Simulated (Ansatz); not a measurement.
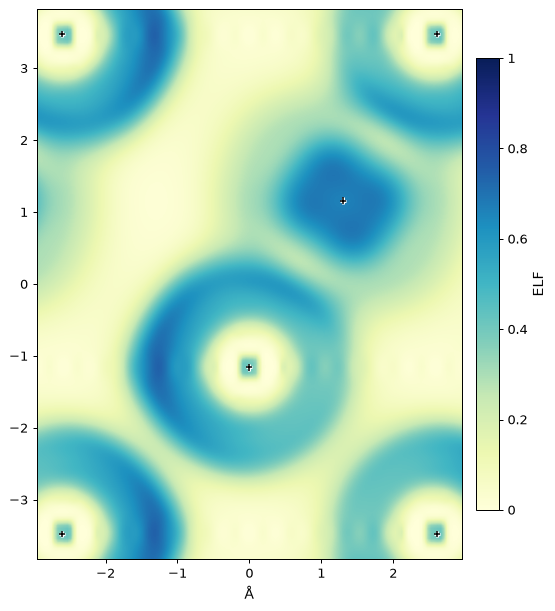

The electron localisation function on a plane through atoms (crosses mark nuclei in the plane).

Method: Ansatz, DFT, PBE, PAW with Ansatz's default frozen-core files, scalar-relativistic.

Candidates:
A. Te2Pt, a = 4.02 Å, b = 4.02 Å, c = 5.21 Å, α = 90.00°, β = 90.00°, γ = 120.00°. Space group P-3m1; not relaxed (largest force 0.9 eV/Å); computed pressure about 8 GPa in this cell.
B. TiO2, a = 3.77 Å, b = 3.77 Å, c = 9.48 Å, α = 90.00°, β = 90.00°, γ = 90.00°. Space group I4₁/amd; not relaxed (largest force 0.4 eV/Å); computed pressure about 8 GPa in this cell; computed without spin polarisation.
C. IrO2, a = 4.50 Å, b = 4.50 Å, c = 3.15 Å, α = 90.00°, β = 90.00°, γ = 90.00°. Space group P4₂/mnm; not relaxed (largest force 0.6 eV/Å); computed pressure about 8 GPa in this cell; computed without spin polarisation.

**Which candidate gave the map?**

Candidate A: Te2Pt on the (110) plane of the conventional cell, which holds Te and Pt. Te–Pt (2.66 Å): the ELF is about 0.50 at the midpoint.
